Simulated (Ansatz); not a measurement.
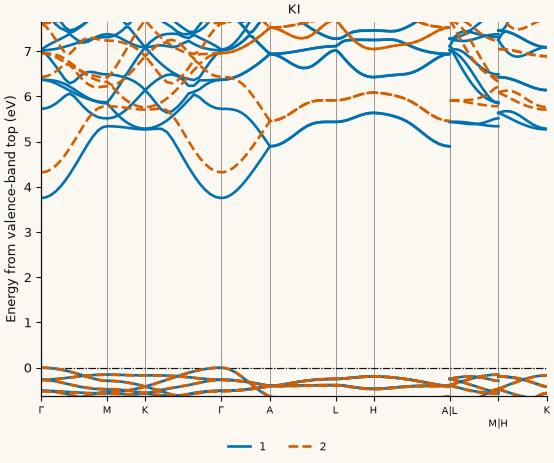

Band structures of KI, space group P6_3/mmc, 4 atoms in the cell, by two methods on the same cell. Each is counted from its own valence-band top.

Q: Which curve is which? The methods: r2SCAN, PBE.

A: 1 is PBE; 2 is r2SCAN. PBE gives a gap of 3.75 eV along the path and r2SCAN gives a gap of 4.32 eV along the path.

Settings. PBE: DFT PBE, scalar-relativistic, plane waves, PAW, no spin polarisation, 6×6×4 k mesh, 420 eV cutoff, Gaussian smearing of 0.02 eV (Ansatz). r2SCAN: DFT r2SCAN, scalar-relativistic, plane waves, PAW, no spin polarisation, 6×6×4 k mesh, 500 eV cutoff (Ansatz 0.2.0).

The structure is an invented one, so it need not be a known or stable phase. The starting guess was a poor one. Spin-orbit coupling is left out, which matters for I.
